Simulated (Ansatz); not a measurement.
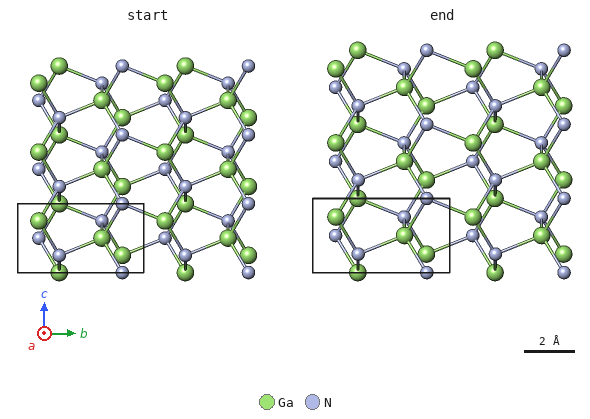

The structure of crystalline GaN (a generated structure, set up in P4_12_12) (coarse preliminary run) before (left) and after (right) a relaxation, at one scale.

A ball-and-stick model of the cell of the calculation, repeated 1 × 2 × 3 with one cell outlined, seen along the a axis.

Computed with DFT PBE, scalar-relativistic, plane waves, PAW in Ansatz 0.2.0.

Input file:
```yaml
crystal:
  lattice:
    - [5.11566326, 0.0, 0.0]
    - [0.0, 5.11566326, 0.0]
    - [0.0, 0.0, 2.79270584]
  atoms:
    - { symbol: Ga, position: [0.66924326, 0.66924326, 0.5] }
    - { symbol: Ga, position: [0.16924326, 0.83075674, 0.25] }
    - { symbol: Ga, position: [0.33075674, 0.33075674, 0.0] }
    - { symbol: Ga, position: [0.83075674, 0.16924326, 0.75] }
    - { symbol: "N", position: [0.83075674, 0.83075674, 0.0] }
    - { symbol: "N", position: [0.33075674, 0.66924326, 0.75] }
    - { symbol: "N", position: [0.16924326, 0.16924326, 0.5] }
    - { symbol: "N", position: [0.66924326, 0.33075674, 0.25] }
basis:
  ecutwfc: 420
kpoints:
  mp_grid: { grid: [4, 4, 6] }
hamiltonian:
  xc: pbe
scf:
  occupations: { method: gaussian, width: 0.1 }
  lower_state_search: "off"
output:
  forces: true
  stress: true
  eigenvalues: true
relax:
  adjacent_minimum: "off"
  f_tol: 0.04
  max_steps: 70
  cell: { stress_tol: 0.4 }
```

Command:
```bash
ansatz run input.yaml --threads 1 --pin off --max-ram 2560MiB --backend cpu --events-out ev --progress --plain --runs-dir out
```

### Describe what moved and what it gained.

The largest moves relative to the cell, 0.014 Å, are those of N5, N6, N7 and N8. N7 goes along [−1 −1 0]. Largest moves by element: N 0.014 Å, Ga 0.007 Å. Cell: a = b 5.116 → 5.566 Å (+8.8 %), c 2.793 → 3.005 Å (+7.6 %). Volume +27.4 %. Among the contacts that change: Ga1–N6 1.867 → 2.023 Å, Ga1–N5 1.821 → 1.973 Å. The space group stays P4_12_12 (No. 92). The energy falls by 3.491 eV per cell of the calculation in 5 accepted moves (7 points after the start). The largest force component goes from 0.23 to 0.0053 eV/Å. Pressure: 69.28 GPa at the start and 0.26 GPa at the end. At 2 points the geometry stayed and the basis and grid were re-selected for the new cell (energy shift of 0.173 eV per cell of the calculation at most each time). The run took 81 s on 1 thread of Arm Neoverse V1, with other jobs on the host, peak memory 0.36 GiB.
